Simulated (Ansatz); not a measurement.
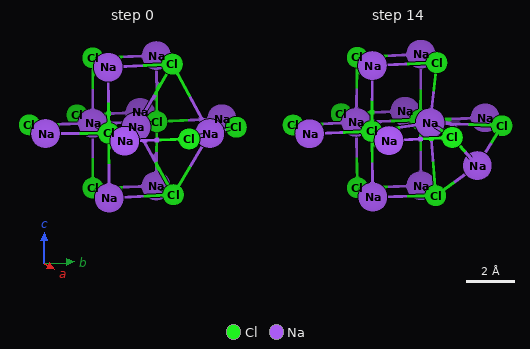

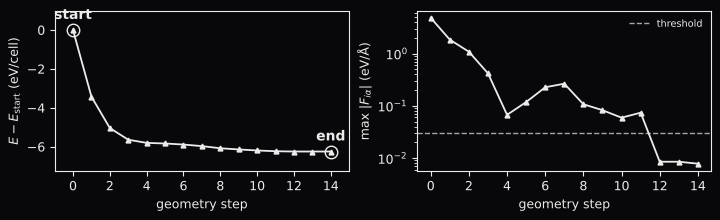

First and last geometry of a relaxation of a defect cell of composition Cl₃₂Na₃₃, with the history of the run. The picture is a ball-and-stick view of the atoms within 5.0 Å of the atom that moves most (axes of the cell of the calculation (origin shifted)), seen slightly off an axis.

These are results of Ansatz 0.2.0, DFT, PBEsol, PAW, plane waves, not measurements. Settings: plane-wave cutoff 420 eV; k-point mesh 1 × 1 × 1; mesh shifted by (0.25, 0.25, 0.25); collinear spin; atoms relaxed in a fixed cell; force threshold 0.03 eV/Å; at most 80 steps.

Q: Did the run converge, and what did it change?

A: It converged. Over 14 geometry steps the energy falls by 6.247 eV per cell of the calculation. Largest force component: 4.8 eV/Å at the start, 0.0078 eV/Å at the end. A Na atom moves most: 1.47 Å along [3 3 1]. Largest moves by element: Na 1.47 Å, Cl 0.16 Å. The cell stays as it was. Among the contacts that change: Na–Na 2.132 → 3.668 Å, Cl–Na 3.398 → 4.714 Å, Cl–Na 4.326 → 3.108 Å, Cl–Na 4.264 → 3.108 Å. New bonds form, among them: Cl–Na (4.26 → 3.11 Å), Cl–Na (4.33 → 3.11 Å). Bond angles that change, for instance: Cl–Na–Cl 171.2° → 99.8°, Cl–Na–Cl 171.8° → 109.2°, Na–Cl–Na 130.6° → 94.3°.

| step | E − E(0), meV/atom | largest force component, eV/Å |
| --- | --- | --- |
| 0 | 0.00 | 4.8152 |
| 1 | -52.68 | 1.8442 |
| 2 | -77.53 | 1.0822 |
| 3 | -86.77 | 0.4176 |
| 4 | -89.28 | 0.0671 |
| 5 | -89.75 | 0.1179 |
| 6 | -90.60 | 0.2263 |
| 7 | -91.83 | 0.2647 |
| 8 | -93.54 | 0.1071 |
| 9 | -94.47 | 0.0824 |
| 10 | -95.28 | 0.0592 |
| 11 | -95.88 | 0.0738 |
| 12 | -96.11 | 0.0085 |
| 13 | -96.11 | 0.0085 |
| 14 | -96.12 | 0.0078 |
